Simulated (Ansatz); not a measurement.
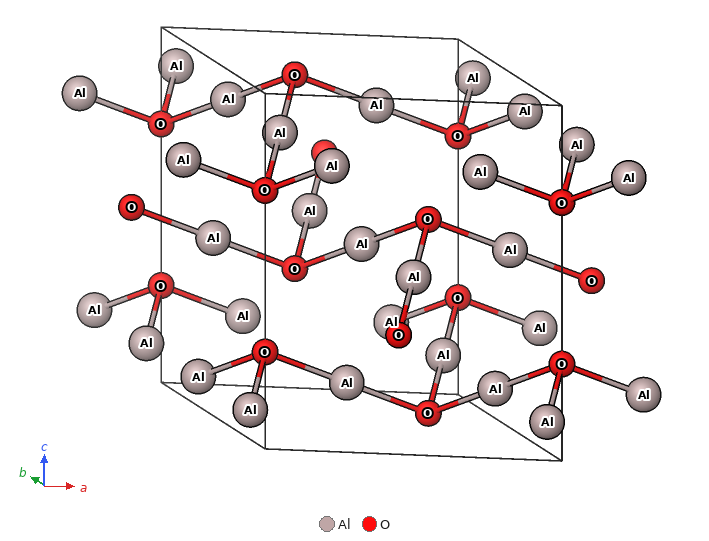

The image is a ball-and-stick drawing of a crystal, viewed slightly off an axis. Thin lines show the conventional unit cell, with boundary atoms drawn in all their periodic places. The first bonded neighbours in the surrounding cells are also shown. Cell: a = 5.92 Å, b = 5.92 Å, c = 7.19 Å, α = 90.00°, β = 90.00°, γ = 120.00°.

Its origin is a random cell made by a generator, so it need not be a real form of the compound. Earlier steps of the study may have refined or changed the cell and positions. It was run through Ansatz as a DFT input.

**Characterise what is shown.**

The solid is Al3O2. Space group: R-3m (No. 166). Lattice: rhombohedral (trigonal R). Atoms per cell: 15 (9 Al, 6 O). Al is surrounded by two O in a linear arrangement at about 1.9 Å. Each O atom is coordinated by three Al in a trigonal pyramidal arrangement at about 1.9 Å. The bonds build Al3O2 layers parallel to (001).

Setup: Ansatz, DFT PBE, scalar-relativistic, plane waves, PAW; 420 eV cutoff, k-points about 0.13 Å⁻¹ apart, Gaussian smearing of 0.1 eV, no spin polarisation.

**Metal or not?**

A metal: bands cross the Fermi level.

**How charged are the atoms, by the Bader scheme?**

Al +1.21 e; O -1.81 e.

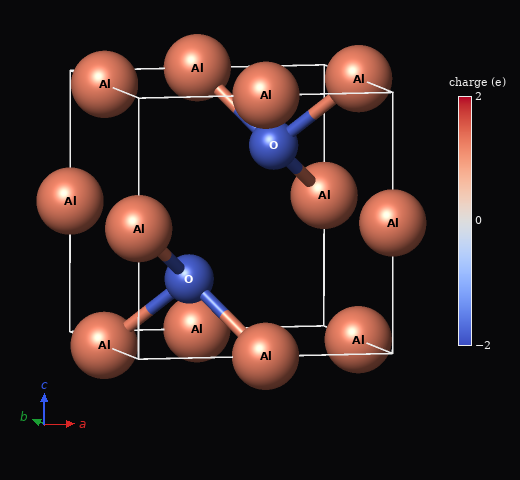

The atoms coloured by those charges. The run's cell of 5 atoms is drawn, so axes and origin can differ from the first picture.

**Does the calculation find this structure at rest?**

Yes. All forces vanish to within 0.01 eV/Å. The pressure is 0.0 GPa, close to zero.
